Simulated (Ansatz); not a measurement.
Ti3H (slab)

The calculation's input:

```
crystal:
  lattice:
    - [2.8192036097, 0.0, 0.0]
    - [-0.9397345366, 2.6579706533, 0.0]
    - [0.0, 0.0, 19.826379974]
  atoms:
    - { symbol: Ti, position: [0.5, 0.5, 0.2017514042] }
    - { symbol: Ti, position: [0.0, 0.0, 0.3111715134] }
    - { symbol: Ti, position: [0.5, 0.5, 0.4199647129] }
    - { symbol: H, position: [0.8333333333, 1.0, 0.4752244964] }
basis:
  ecutwfc: 420
kpoints:
  mp_grid: { grid: [10, 10, 1] }
hamiltonian:
  xc: pbe
  pseudopotentials: { kind: paw, azcp: { folder: soft_1 } }
scf:
  occupations: { method: gaussian, width: 0.1 }
output:
  forces: true
  eigenvalues: true
  write_density: true
  write_potential: true
  elf: true
  volumetric_format: npy
relax:
  adjacent_minimum: "off"
  f_tol: 0.025
  max_steps: 16
  constraints: [{ sites: [0, 1, 2] }, { sites: [3], fix: xy }]
efield:
  axis: 3
  dipole_correction: true
  ramp_width: 0.04
```

Launched as:

```sh
ansatz run input.yaml --threads 1 --pin off --max-ram 3072MiB --backend cpu --events-out ev --progress --plain --runs-dir out
```

The fields are those of the run's last geometry, not of the input's.

A point of a scan over the structure, not its minimum; not relaxed (largest force 1.3 eV/Å); computed without spin polarisation; PAW files of the earlier set (soft_1).

All numbers below come from Ansatz 0.2.0, DFT PBE, scalar-relativistic, plane waves, PAW.

In a PAW calculation such maps are meaningful between the atoms, not at the nuclei.

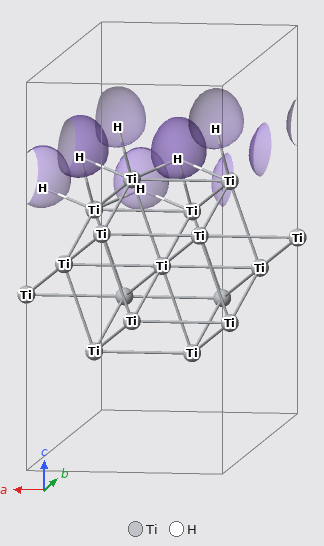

Figure 1. Isosurface of the ELF at 0.85 (purple), seen at an oblique angle. Core shells and regions of very low density are left out. Sticks mark near contacts.

**Describe the localisation domains.**

The surface consists of one region around a hydrogen nucleus, counted in one cell of 4 atoms. Counts are for one cell; the picture repeats the cell along the surface. Profiles from the grid: Ti–H (1.80 Å): the ELF climbs to about 1 towards the hydrogen. Ti–Ti (2.70 Å): the ELF is about 0.20 at the midpoint: no shared electron pair shows on this line.

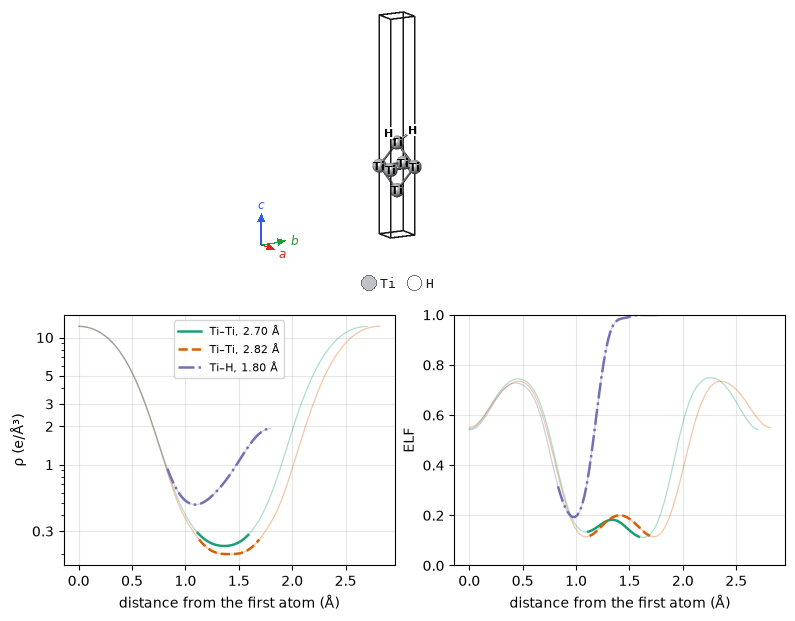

Figure 2. Valence charge density (pseudo) and ELF along straight lines between neighbouring atoms. Thin, pale parts lie inside the atomic spheres. The structure is drawn too.

**Compare the contacts.**

Ti–Ti (2.70 Å): the density is about 0.23 e/Å³ at the midpoint; the ELF is about 0.20 at the midpoint; no shared electron pair shows on this line.
Ti–Ti (2.82 Å): ρ at the midpoint is about 0.2 e/Å³; the ELF is about 0.20 at the midpoint (no localised pair shows between them).
Ti–H (1.80 Å): ρ is about 0.69 e/Å³ halfway; the ELF climbs to about 1 towards the hydrogen.

**Does the calculation give a band gap?**

It is metallic or semimetallic at this level of theory: no gap opens.
